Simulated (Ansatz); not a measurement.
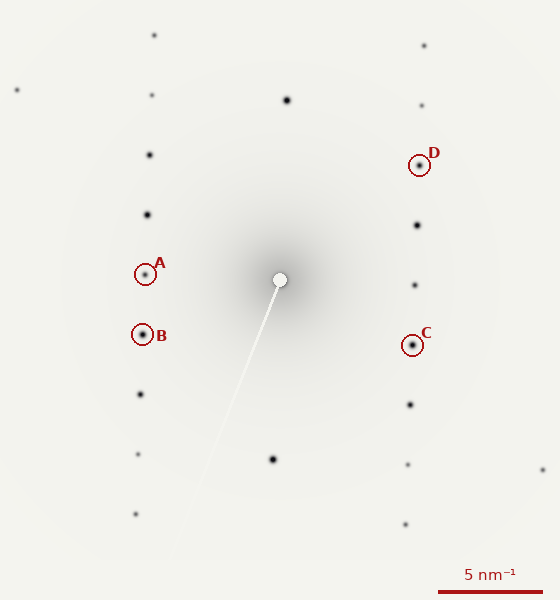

The pattern is a kinematic simulation for 200 kV electrons (no multiple scattering; isotropic B = 1 Å²). The zone axis points towards the electron source and the pattern is seen from the source side.

The sample is Cu, space group P6/mmm (No. 191), a = 3.998 Å, c = 2.400 Å (hexagonal axes). Structure: the input geometry of an electronic-structure calculation (not necessarily at equilibrium); the starting structure was generated, so it need not be a known form of this composition.

| atom | site | symmetry | x | y | z |
| --- | --- | --- | --- | --- | --- |
| Cu | 1a | 6/mmm | 0.0000 | 0.0000 | 0.0000 |
| Cu | 2d | -6m2 | 0.3333 | 0.6667 | 0.5000 |

Spot A is indexed -2 1 1 and spot B -2 0 1.

Question: Give hkl for C, D.

Answer: C = −2A + B = 2 -2 -1 (d = 1.404 Å). D = A − 2B = 2 1 -1 (d = 1.149 Å).

Question: Which zone axis is this?

Answer: The cross product of A and B is parallel to [102]; every spot obeys hu + kv + lw = 0.
